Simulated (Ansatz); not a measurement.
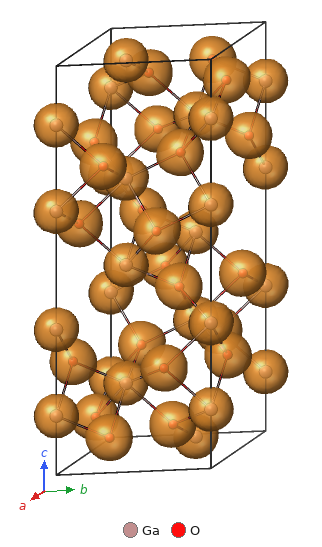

*Ga₂O₃. Isosurface of the valence pseudo-density at 1 e/Å³ (orange), seen slightly off an axis. Sticks mark near contacts.*

Space group R-3c; started from the corundum prototype, which need not be the ambient phase; computed pressure about 9 GPa in this cell.

Level of theory: DFT, PBE, plane waves, PAW in Ansatz 0.2.0.

Core electrons are frozen (PAW), and the valence fields are smoothed inside the atomic spheres.

```
CELL_PARAMETERS angstrom
4.98452 0.00000 0.00000
-2.49226 4.31672 0.00000
0.00000 0.00000 13.44193
ATOMIC_POSITIONS crystal
Ga 0.33333 0.66667 0.02209
Ga 0.00000 0.00000 0.35543
Ga 0.66667 0.33333 0.68876
Ga 0.66667 0.33333 0.18876
Ga 0.33333 0.66667 0.52209
Ga 0.00000 0.00000 0.85543
Ga 0.33333 0.66667 0.31124
Ga 0.00000 0.00000 0.64457
Ga 0.66667 0.33333 0.97791
Ga 0.00000 0.00000 0.14457
Ga 0.66667 0.33333 0.47791
Ga 0.33333 0.66667 0.81124
O 0.69637 0.00000 0.25000
O 0.36303 0.33333 0.58333
O 0.02970 0.66667 0.91667
O 0.30363 0.30363 0.25000
O 0.97030 0.63697 0.58333
O 0.63697 0.97030 0.91667
O 0.97030 0.33333 0.08333
O 0.63697 0.66667 0.41667
O 0.30363 0.00000 0.75000
O 0.66667 0.63697 0.08333
O 0.33333 0.97030 0.41667
O 0.00000 0.30363 0.75000
O 0.36303 0.02970 0.08333
O 0.02970 0.36303 0.41667
O 0.69637 0.69637 0.75000
O 0.00000 0.69637 0.25000
O 0.66667 0.02970 0.58333
O 0.33333 0.36303 0.91667
```

How is the density connected at this value?

Answer. At this value the density breaks into separate islands; it holds about 70 % of the electrons treated as valence (semicore included). It bridges none of the near contacts. It is pinched off along the shortest Ga–O (1.93 Å) and Ga–O (2.07 Å) contacts. On the grid the lowest density along these lines, outside the cores, is 0.68 e/Å³ (Ga–O, 1.93 Å) and 0.49 e/Å³ (Ga–O, 2.07 Å).
